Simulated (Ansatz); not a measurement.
WC: band-structure calculation

WC (P-6m2, 2 atoms in the cell), computed with DFT, LDA, PAW with Ansatz's default frozen-core files, scalar-relativistic, no spin polarisation (Ansatz 0.2.0).

The structure derives from an entry of the Crystallography Open Database. It belongs to a series of runs on one base structure; here: functional lda, PAW files. Figures and captions count atoms from 1; the log counts them from 0 in places.

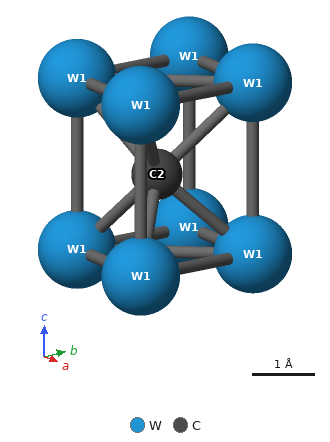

*The structure as given in the input (ball-and-stick view of the cell of the calculation, seen slightly off an axis; atoms are numbered from 1 in the order of the input). An atom can appear more than once, as a periodic image.*

Near neighbours in the periodic cell (some may lie outside the picture): W has 6 C at 2.19 Å and 8 W at 2.83 to 2.90 Å; C has 6 W at 2.19 Å.

### Input
```yaml
crystal:
  lattice:
    - [2.900501436, 0.0, 0.0]
    - [-1.450250718, 2.5119079273, 0.0]
    - [0.0, 0.0, 2.829]
  atoms:
    - { symbol: W, position: [0.0, 0.0, 0.0] }
    - { symbol: C, position: [0.6666666667, 0.3333333333, 0.5] }
kpoints:
  mp_grid: { grid: [13, 13, 12] }
  band_path:
    path:
      - [0.0, 0.0, 0.0]
      - [0.5, 0.0, 0.0]
      - [0.3333333333, 0.3333333333, 0.0]
      - [0.0, 0.0, 0.0]
      - [0.0, 0.0, 0.5]
      - [0.5, 0.0, 0.5]
      - [0.3333333333, 0.3333333333, 0.5]
      - [0.0, 0.0, 0.5]
      - [0.5, 0.0, 0.5]
    npoints: 5
scf:
  occupations: { method: fermi_dirac, width: 0.05 }
hamiltonian:
  xc: lda
  pseudopotentials: { kind: paw }
output:
  forces: true
  stress: true
  eigenvalues: true
  efg: { contact_densities: true }
  write_density: true
  write_potential: true
  elf: true
  volumetric_format: npy
```

Run on 1 thread of Arm Neoverse V2, 24 GiB of memory available, shared host.

Run as:
```bash
ansatz run input.yaml --threads 1 --pin off --max-ram 2048MiB --backend cpu --events-out ev --progress --plain --runs-dir out
```

### The program's output
```
W: output.efg is read without spin–orbit coupling, which moves field gradients at and beside such atoms by some per cent and up to a factor of two; PAW files take it under magnetization.noncollinear and magnetization.spin_orbit
Engine: ansatz 0.2.0, aarch64-unknown-linux-gnu
Pseudopotentials: kind: paw
Pseudopotential: W, paw, valence charge 14, recommended cutoff 420 eV (normal), W.paw.azcp
Pseudopotential: C, paw, valence charge 4, recommended cutoff 420 eV (normal), C.paw.azcp
Functional definition: SPW92
  exchange = slater_x
  correlation = pw_c
Crystal: 2 atoms, lattice volume = 20.612 Å³
Basis set: ecut = 420 eV, 405 PW (Γ)
Bands: 13, of which v1, the nominal top of the filled ones, is band 9 counted from 1 (8 counted from 0)
Symmetry: 12 space group operations
Space group: P-6m2 (ITA 187), of the structure as read, at distance tolerance 2.7e-5 Å
k-points: 147 of 2028 (time reversal used)
Non-local potential: W, projectors of the file, l = 0: 3, l = 1: 2, l = 2: 2, l = 3: 1
Non-local potential: C, projectors of the file, l = 0: 2, l = 1: 2, l = 2: 1
PAW form: soft (Blöchl's): semilocal exchange-correlation on the pseudo side does not see the compensation charge
PAW frozen core: W, regenerated for the run's functional, and the local potential with it (the file was generated under x = pbe(κ = 0.804, μ = 0.2195149727645171), c = pbe(β = 0.06672455060314922))
PAW frozen core: C, regenerated for the run's functional, and the local potential with it (the file was generated under x = pbe(κ = 0.804, μ = 0.2195149727645171), c = pbe(β = 0.06672455060314922))
PAW one-centre angular grid: W, 590 points (default); XC on 64 Gauss nodes
PAW one-centre angular grid: C, 110 points (default); XC on 64 Gauss nodes
Initial density: superposition of atomic densities (neutral atoms: chi_scale 0, normalization atom), corrected by the library's trained network
Initial wavefunctions: pseudopotential atomic-orbital guess
Functional: x = slater, c = lda
SCF iter   1: F=—  HF=-10373.338425 eV  |F-HF|=—  |Δ(HF+E_count)|=         —  Δρ=1.16e-2  dr2=2.44e-2  ethr=1.77e-3  ⟨swp⟩=5.8  Hψ=9602  notcnv=0
preconditioner: auto → none  [metal: Δε(μ)=0.077 eV  Ē_g=10.057 eV  σ=0.050 eV  W_gap=0.36  n_scr=8 (ndim 8)  ℏωp=25.9 eV  f_vac=0.000  D(μ)=0.31/eV (n_scr^D=0)  sad-step TF]
SCF iter   2: F=—  HF=-10373.336694 eV  |F-HF|=—  |Δ(HF+E_count)|=   1.73e-3  Δρ=7.71e-3  dr2=1.29e-2  ethr=1.36e-4  ⟨swp⟩=1.0  Hψ=3088  notcnv=0
SCF iter   3: F=—  HF=-10373.334048 eV  |F-HF|=—  |Δ(HF+E_count)|=   2.65e-3  Δρ=1.03e-3  dr2=9.16e-5  ethr=7.16e-5  ⟨swp⟩=2.5  Hψ=3151  notcnv=0
SCF iter   4: F=—  HF=-10373.334016 eV  |F-HF|=—  |Δ(HF+E_count)|=   3.15e-5  Δρ=2.27e-4  dr2=5.32e-6  ethr=5.09e-7  ⟨swp⟩=2.1  Hψ=3006  notcnv=0
SCF iter   5: F=—  HF=-10373.334015 eV  |F-HF|=—  |Δ(HF+E_count)|=   9.92e-7  Δρ=6.71e-5  dr2=6.77e-7  ethr=2.96e-8  ⟨swp⟩=2.8  Hψ=2738  notcnv=0
SCF iter   6: F=-10373.334015 eV  HF=-10373.334015 eV  |F-HF|=3.23e-8  |Δ(HF+E_count)|=   1.73e-7  Δρ=1.49e-5  dr2=4.50e-8  ethr=5.56e-10  ⟨swp⟩=9.6  Hψ=12817  notcnv=0
SCF 1 converged in 6 iterations: F = -10373.334015 eV  dr2 = 4.50e-8
  greatest PAW one-centre occupation: 1.000 electrons in one spin orbital (limit 2), on the W atom at site 0 (counted from 0), in its partial waves of l = 0
NSCF: frozen V_eff on 41 k-points
SCF converged after 6 iterations
Free energy (F): -10373.334015 eV
Harris-Foulkes:  -10373.334015 eV  (|F-HF|=3.23e-8)
Internal energy: -10373.331442 eV  (E = F + TS)
E sigma→0 (E₀):  -10373.332729 eV
Entropy (-TS):   -0.002572 eV (-1.286 meV/atom)
Fermi energy:    20.420098 eV
--- Per-component energies (eV) ---
  E_band       = -61.022351
  E_kinetic    = 542.830742
  E_local      = -667.758370  (includes V_loc(G=0)·N_el)
  E_nonlocal   = 32.319389
  E_hartree    = 234.607689
  E_xc         = -314.536094
  E_vxc        = -300.525302  (∫ρ·V_xc dr)
  E_paw        = -8400.814163  (= ΣΔE_a)
  E_vpaw       = -137.098637  (= ΣTr[D̂ρ^β])
  E_aug_tail   = -0.000065  (compensation charges beyond the density's cutoff)
  E_ewald      = -1800.326557
  E_core_change = 0.345985  (= ΣΔE_core)
  E_smearing   = -0.002572  (= −TS)
  E_closure    = 0.000000  (closes the sum)
  Σ components = -10373.334015   (vs F -10373.334015, Δ=0.00e0)
--- Forces (eV/Å), atoms counted from 1 ---
  atom   1  W     -0.00000000     0.00000000     0.00000000
  atom   2  C      0.00000000     0.00000000     0.00000000
  max |Σ_I F_I| component: 3.89e-16 eV/Å
--- Stress (GPa, compression-positive) ---
       -6.668934      -0.000000       0.000000
        0.000000      -6.668934       0.000000
        0.000000       0.000000      -8.443793
  P = ⅓ Tr σ = -7.2606 GPa (-72.606 kbar)
--- PAW observables at the nuclei: V_zz in 10²¹ V/m², potentials from the cell's mean, atoms counted from 1 ---
  atom   1  W  V_zz =   -14.762613   η = 0.0000   by run symmetry: allowed
            electrostatic potential = -14818.682320 V   contact ρ = 8788682.598122 e/Å³
  atom   2  C  V_zz =    +0.083669   η = 0.0000   by run symmetry: allowed
            electrostatic potential = -432.050638 V   contact ρ = 851.683716 e/Å³
--- Band table (eV; the first three rows and the last of 147) ---
  k-point 0: bands = ["-53.4779", "-17.4848", "-17.3788", "-17.3788", "6.0572", "16.0569", "17.0366", "17.0366", "20.5243", "23.6233", "23.6233", "26.0379", "26.0379"]
  k-point 1: bands = ["-53.4751", "-17.5390", "-17.3741", "-17.3741", "6.2297", "15.9800", "17.1143", "17.1143", "20.5013", "23.0476", "23.0476", "26.3704", "26.3704"]
  k-point 2: bands = ["-53.4672", "-17.6848", "-17.3614", "-17.3614", "6.7259", "15.6142", "17.3367", "17.3367", "20.6740", "21.9962", "21.9962", "26.6362", "26.6362"]
  k-point 146: bands = ["-53.3687", "-18.0551", "-17.9217", "-17.7925", "9.5764", "13.2323", "14.9752", "18.8091", "19.7084", "24.9216", "26.8693", "27.7618", "29.6816"]
```

### File rho_z.tsv
```
# z_ang	rho[e/angstrom^3]
# format = ansatz-planar-average/11
# lattice	2.900501436	0.000000000	0.000000000
# lattice	-1.450250718	2.511907927	0.000000000
# lattice	0.000000000	0.000000000	2.829000000
# sites	2
# site	74	-0.000000000	0.000000000	0.000000000
# site	6	1.450250718	0.837302642	1.414500000
0.000000	1.458623e0
0.141450	1.427964e0
0.282900	1.316068e0
0.424350	1.111572e0
0.565800	8.688723e-1
0.707250	6.748718e-1
0.848700	5.763492e-1
0.990150	5.589524e-1
1.131600	5.764972e-1
1.273050	5.931326e-1
1.414500	5.987893e-1
1.555950	5.931326e-1
1.697400	5.764972e-1
1.838850	5.589524e-1
1.980300	5.763492e-1
2.121750	6.748718e-1
2.263200	8.688723e-1
2.404650	1.111572e0
2.546100	1.316068e0
2.687550	1.427964e0
```

### File v_z.tsv
```
# z_ang	v_es[eV]	v_tot[eV]
# format = ansatz-planar-average/11
# xc	lda
# density_cutoff_ev	1680
# datasets	W=:simpson_from_first_knot:soft:shift=-1894177	C=:simpson_from_first_knot:soft:shift=-535554
# lattice	2.900501436	0.000000000	0.000000000
# lattice	-1.450250718	2.511907927	0.000000000
# lattice	0.000000000	0.000000000	2.829000000
# sites	2
# site	74	-0.000000000	0.000000000	0.000000000
# site	6	1.450250718	0.837302642	1.414500000
0.000000	-9.093486e-1	-1.745828e1
0.141450	-2.453581e-1	-1.662245e1
0.282900	1.656149e0	-1.421097e1
0.424350	4.550820e0	-1.053829e1
0.565800	7.982101e0	-6.241153e0
0.707250	1.129086e1	-2.200726e0
0.848700	1.342496e1	3.964508e-1
0.990150	1.368863e1	8.600393e-1
1.131600	1.266953e1	-1.371336e-1
1.273050	1.146161e1	-1.394749e0
1.414500	1.093531e1	-1.950135e0
1.555950	1.146161e1	-1.394749e0
1.697400	1.266953e1	-1.371336e-1
1.838850	1.368863e1	8.600393e-1
1.980300	1.342496e1	3.964508e-1
2.121750	1.129086e1	-2.200726e0
2.263200	7.982101e0	-6.241153e0
2.404650	4.550820e0	-1.053829e1
2.546100	1.656149e0	-1.421097e1
2.687550	-2.453581e-1	-1.662245e1
```

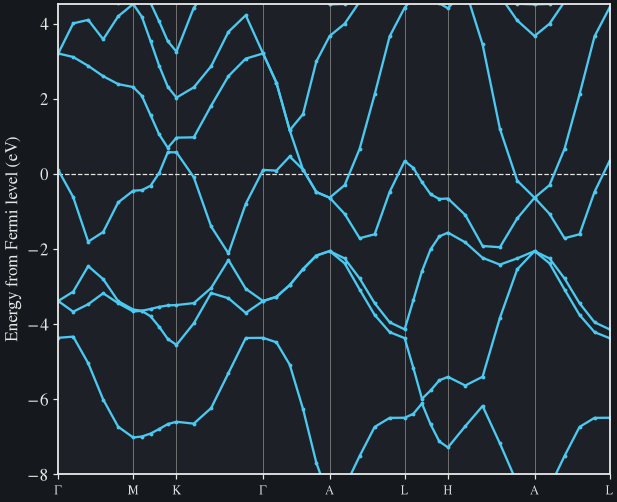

*Band structure along Γ–M–K–Γ–A–L–H–A–L, with energies from the Fermi level.*

Bands cross the Fermi level: a metal at this level of theory.

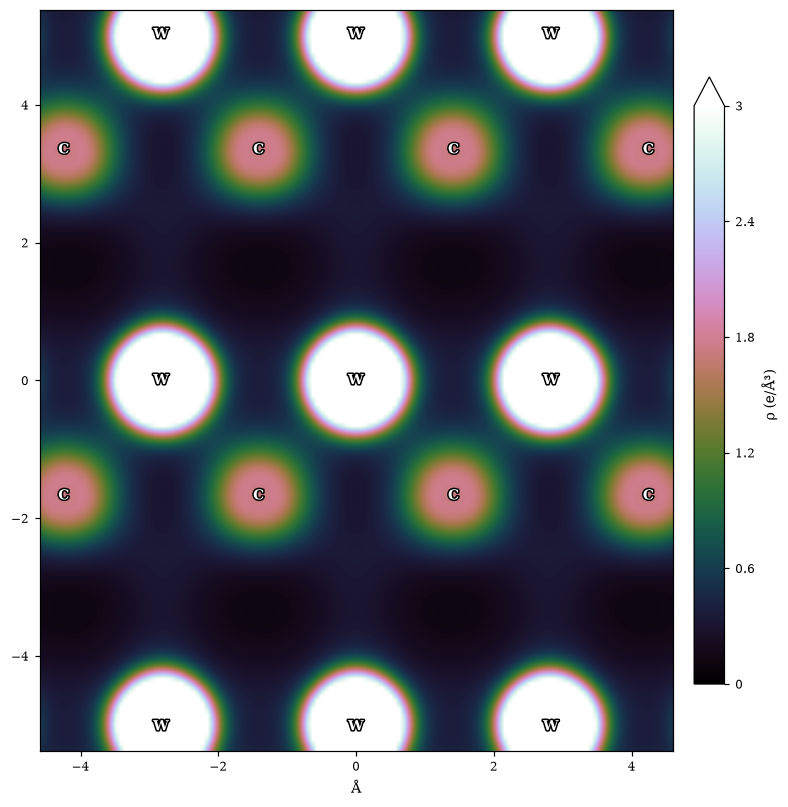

*Valence charge density (pseudo) on the (110) plane of the conventional cell.*

The section cuts through W and C sites. W–C (2.19 Å): the density is about 0.68 e/Å³ at the midpoint. W–W (2.83 Å): the density is about 0.37 e/Å³ at the midpoint. Away from the nuclei the density in this plane falls to 0.11 e/Å³ at its lowest. In a PAW calculation such maps are meaningful between the atoms, not at the nuclei.

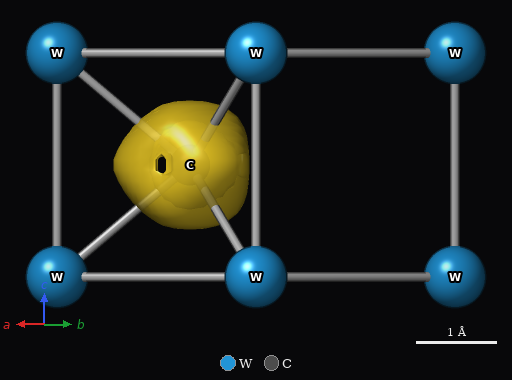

*Isosurface of the ELF at 0.7 (yellow), seen along [110]. Only the valence region is drawn (cores and ρ < 0.01 e/Å³ removed). Sticks mark near contacts. The outline is the cell set on symmetry axes.*

Values along the shortest contacts: W–C (2.19 Å): the ELF is about 0.30 at the midpoint. W–W (2.83 Å): the ELF is about 0.30 at the midpoint; no localised pair between them.

### Results in brief

- outcome: converged
- space group (tolerance 0.01 Å): P-6m2 (187)
- electrons treated: 18
- free energy: −10373.3340 eV
- Fermi energy: 20.420 eV
- pressure: −7.26 GPa
- field gradient V_zz (10²¹ V/m²): W −14.76, C 0.0837
- electronic character: metal
- largest force (length of the vector): under 0.001 eV/Å
- wall time: 6.4 s
- peak memory: 0.39 GiB

### Notes

The program warns: the field gradients leave out spin–orbit coupling. Spin–orbit coupling is left out, which matters for W. The cell is under a tension of 7.3 GPa at this level, so it is not at its equilibrium volume.
